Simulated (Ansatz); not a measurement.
Single-point calculation, with input and output: BN

The run: single-point calculation of BN (F-43m, 2 atoms in the cell). Method and program: DFT PBE, scalar-relativistic, plane waves, PAW, no spin polarisation (Ansatz 0.2.0).

The structure derives from an entry of the Crystallography Open Database. It belongs to a series of runs on one base structure; here: volume × 1.040. Figures and captions count atoms from 1; the log counts them from 0 in places.

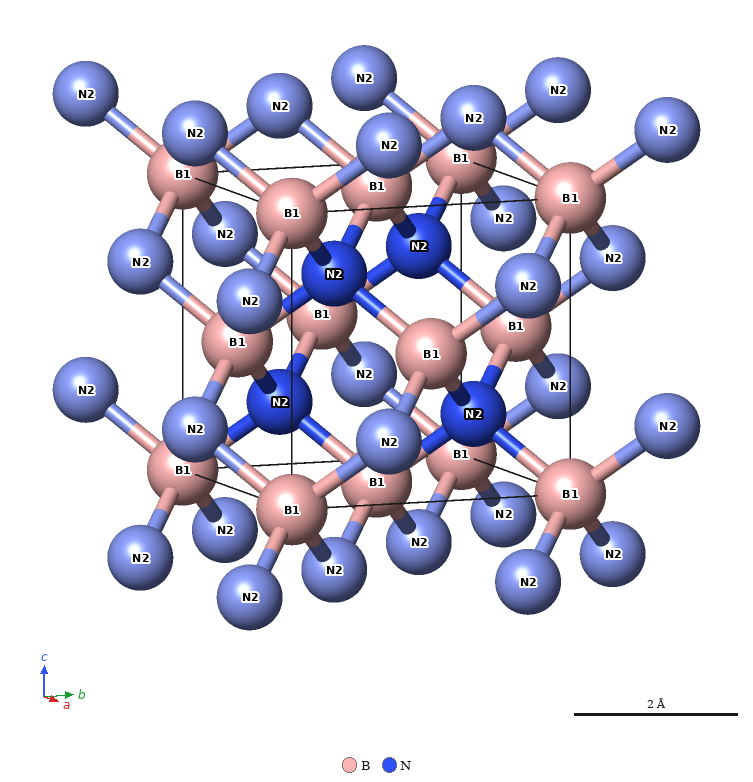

*The input geometry (ball-and-stick view of the cell 4 times as large as that of the calculation, set on its symmetry axes, seen slightly off an axis; neighbours outside the cell are drawn fainter; atoms are numbered from 1 in the order of the input). An atom can appear more than once, as a periodic image.*

Near neighbours in the periodic cell (some may lie outside the picture): B has 4 N at 1.59 Å; N has 4 B at 1.59 Å.

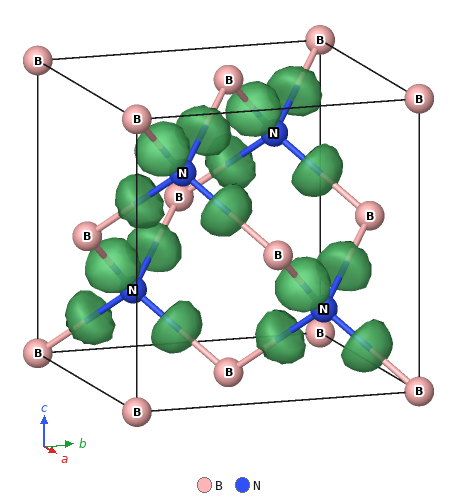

*Isosurface of the electron localisation function at 0.85 (green), seen slightly off an axis. Only the valence region is drawn (cores and ρ < 0.01 e/Å³ removed). Sticks mark near contacts. The outline is the cell set on symmetry axes.*

The ELF exceeds this value in 16 regions between bonded B–N atoms (shared pairs), counted in one cell of 8 atoms. Along the contacts the grid gives the following. B–N (1.59 Å): the ELF peaks at about 0.95 between the atoms (a polar covalent bond). In a PAW calculation such maps are meaningful between the atoms, not at the nuclei.

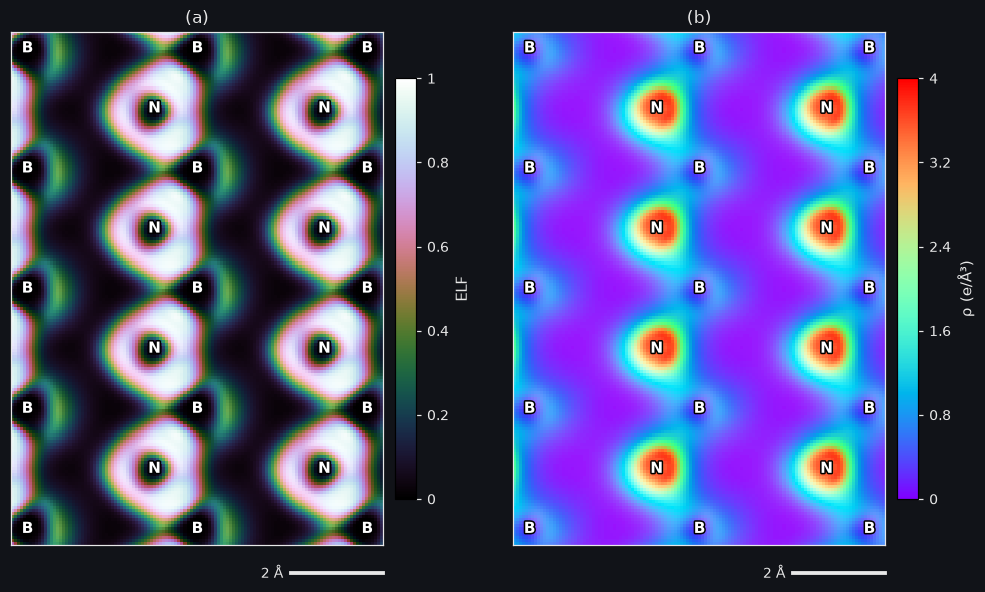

*(a) ELF; (b) valence electron density on the (110) plane of the conventional cell.*

The section cuts through B and N sites. Away from the nuclei the density in this plane falls to 0.08 e/Å³ at its lowest.

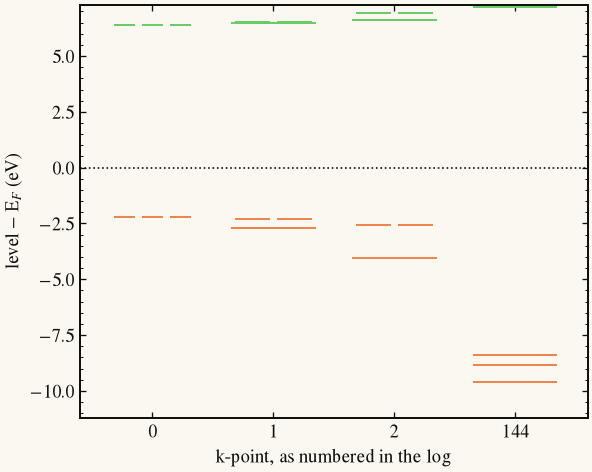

*Kohn–Sham levels near the Fermi level (dotted) at the few k-points that the log prints; levels within 0.02 eV of each other stand side by side.*

Among these points the highest filled and lowest empty levels are 8.60 eV apart; the gap on the full mesh, 4.42 eV, has an edge at a point that isn't printed.

The input that produced these results follows, with the program's output.

The input:
```yaml
crystal:
  lattice:
    - [0.0, 1.8361920396, 1.8361920396]
    - [1.8361920396, 0.0, 1.8361920396]
    - [1.8361920396, 1.8361920396, 0.0]
  atoms:
    - { symbol: B, position: [0.0, 0.0, 0.0] }
    - { symbol: "N", position: [0.75, 0.75, 0.75] }
basis:
  ecutwfc: 420
  ecutrho_ratio: 4
kpoints:
  mp_grid: { grid: [16, 16, 16] }
hamiltonian:
  xc: pbe
scf:
  occupations: { method: gaussian, width: 0.05 }
output:
  forces: true
  stress: true
  eigenvalues: true
  write_density: true
  write_potential: true
  elf: true
  volumetric_format: npy
```

Command:
```bash
ansatz run input.yaml --threads 4 --pin off --max-ram 7168MiB --backend cpu --events-out ev --progress --plain --runs-dir out
```

Output:
```
Engine: ansatz 0.2.0, aarch64-unknown-linux-gnu
Pseudopotentials: kind: paw
Pseudopotential: B, paw, valence charge 3, recommended cutoff 420 eV (normal), B.paw.azcp
Pseudopotential: N, paw, valence charge 5, recommended cutoff 420 eV (normal), N.paw.azcp
Functional definition: PBE
  parameter kappa = 0.804
  parameter beta = 0.06672455060314922
  exchange = pbe_x(kappa = kappa, mu = beta*pi^2/3)
  correlation = pbe_c(beta = beta)
Crystal: 2 atoms, lattice volume = 12.382 Å³
Basis set: ecut = 420 eV, 259 PW (Γ), exchange–correlation on 36×36×36 points (8 copies of the dense FFT grid, shifted against one another)
Bands: 8, of which v1, the nominal top of the filled ones, is band 4 counted from 1 (3 counted from 0)
Symmetry: 24 space group operations
Space group: F-43m (ITA 216), of the structure as read, at distance tolerance 2.3e-5 Å
k-points: 145 of 4096 (time reversal used)
Non-local potential: B, projectors of the file, l = 0: 2, l = 1: 2, l = 2: 1
Non-local potential: N, projectors of the file, l = 0: 2, l = 1: 2, l = 2: 1
PAW form: soft (Blöchl's): semilocal exchange-correlation on the pseudo side does not see the compensation charge
PAW one-centre angular grid: B, 110 points (default); XC on 64 Gauss nodes
PAW one-centre angular grid: N, 110 points (default); XC on 64 Gauss nodes
Initial density: superposition of atomic densities (neutral atoms: chi_scale 0, normalization atom), corrected by the library's trained network
Initial wavefunctions: pseudopotential atomic-orbital guess
Functional: x = pbe(κ = 0.804, μ = 0.2195149727645171), c = pbe(β = 0.06672455060314922)
SCF iter   1: F=—  HF=-542.255040 eV  |F-HF|=—  |Δ(HF+E_count)|=         —  Δρ=1.89e-3  dr2=2.62e-4  ethr=1.77e-3  ⟨swp⟩=4.3  Hψ=7351  notcnv=0
preconditioner: auto → none  [insulator: Δε(μ)=4.429 eV  Ē_g=19.343 eV  σ=0.050 eV  W_gap=1.00  n_scr=0 (ndim 8)  ℏωp=29.8 eV  f_vac=0.000  D(μ)=0.00/eV (n_scr^D=0)  ε∞_Penn≈3.4]
SCF iter   2: F=—  HF=-542.255107 eV  |F-HF|=—  |Δ(HF+E_count)|=   6.73e-5  Δρ=9.31e-4  dr2=3.39e-5  ethr=3.27e-6  ⟨swp⟩=2.3  Hψ=2862  notcnv=0
SCF iter   3: F=—  HF=-542.255135 eV  |F-HF|=—  |Δ(HF+E_count)|=   2.87e-5  Δρ=4.47e-4  dr2=6.61e-6  ethr=4.24e-7  ⟨swp⟩=2.0  Hψ=1567  notcnv=0
SCF iter   4: F=—  HF=-542.255149 eV  |F-HF|=—  |Δ(HF+E_count)|=   1.36e-5  Δρ=1.30e-4  dr2=5.22e-7  ethr=8.27e-8  ⟨swp⟩=2.0  Hψ=1741  notcnv=0
iter 5 did not close the SCF: its close was put off for the readings that it lacked (scf_convergence_deferred on its scf_iter line)
SCF iter   5: F=-542.255150 eV  HF=-542.255150 eV  |F-HF|=4.05e-8  |Δ(HF+E_count)|=   1.36e-6  Δρ=2.21e-5  dr2=1.50e-8  ethr=6.53e-9  ⟨swp⟩=2.9  Hψ=1846  notcnv=0
SCF iter   6: F=-542.255150 eV  HF=-542.255150 eV  |F-HF|=2.69e-10  |Δ(HF+E_count)|=   4.29e-8  Δρ=1.78e-6  dr2=9.67e-11  ethr=1.87e-10  ⟨swp⟩=4.7  Hψ=5408  notcnv=0
SCF 1 converged in 6 iterations: F = -542.255150 eV  dr2 = 9.67e-11
  greatest PAW one-centre occupation: 0.783 electrons in one spin orbital (limit 2), on the N atom at site 1 (counted from 0), in its partial waves of l = 0
SCF converged after 6 iterations
Free energy (F): -542.255150 eV
Harris-Foulkes:  -542.255150 eV  (|F-HF|=2.69e-10)
Internal energy: -542.255150 eV  (E = F + TS)
E sigma→0 (E₀):  -542.255150 eV
Fermi energy:    12.643947 eV
--- Per-component energies (eV) ---
  E_band       = 22.341339
  E_kinetic    = 182.865281
  E_local      = -179.947825  (includes V_loc(G=0)·N_el)
  E_nonlocal   = 56.211313
  E_hartree    = 50.342343
  E_xc         = -92.760979
  E_vxc        = -115.329341  (∫ρ·V_xc dr)
  E_paw        = -206.180794  (= ΣΔE_a)
  E_vpaw       = -22.142799  (= ΣTr[D̂ρ^β])
  E_aug_tail   = 0.000099  (compensation charges beyond the density's cutoff)
  E_ewald      = -352.784589
  E_smearing   = -0.000000  (= −TS)
  E_closure    = -0.000000  (closes the sum)
  Σ components = -542.255150   (vs F -542.255150, Δ=0.00e0)
--- Forces (eV/Å), atoms counted from 1 ---
  atom   1  B     -0.00000000     0.00000000     0.00000000
  atom   2  N      0.00000000     0.00000000    -0.00000000
  max |Σ_I F_I| component: 5.92e-16 eV/Å
--- Stress (GPa, compression-positive) ---
      -13.541697       0.000000      -0.000000
        0.000000     -13.541697       0.000000
       -0.000000       0.000000     -13.541697
  P = ⅓ Tr σ = -13.5417 GPa (-135.417 kbar)
--- Band table (eV; the first three rows and the last of 145) ---
  k-point 0: bands = ["-9.2707", "10.4348", "10.4348", "10.4348", "19.0394", "19.0394", "19.0394", "20.0009"]
  k-point 1: bands = ["-9.1791", "9.9180", "10.3360", "10.3360", "19.1182", "19.1893", "19.1893", "20.3606"]
  k-point 2: bands = ["-8.9062", "8.6172", "10.0738", "10.0738", "19.2582", "19.5801", "19.5801", "21.2782"]
  k-point 144: bands = ["-3.6954", "3.0477", "3.8175", "4.2549", "19.8358", "23.1678", "24.3663", "24.6512"]
```

Summary:

- outcome: converged
- space group (tolerance 0.01 Å): F-43m (216)
- electrons treated: 8
- free energy: −542.2552 eV
- Fermi energy: 12.644 eV
- gap on the k-point mesh: 4.42 eV
- pressure: −13.54 GPa
- largest force (length of the vector): under 0.001 eV/Å
- hardware: 4 threads of Arm Neoverse V2, 24 GiB of memory available, shared host
- wall time: 0.62 s (CPU time 2 s)
- peak memory: 0.28 GiB

Notes:

The cell is under a tension of 13.5 GPa at this level, so it is not at its equilibrium volume.
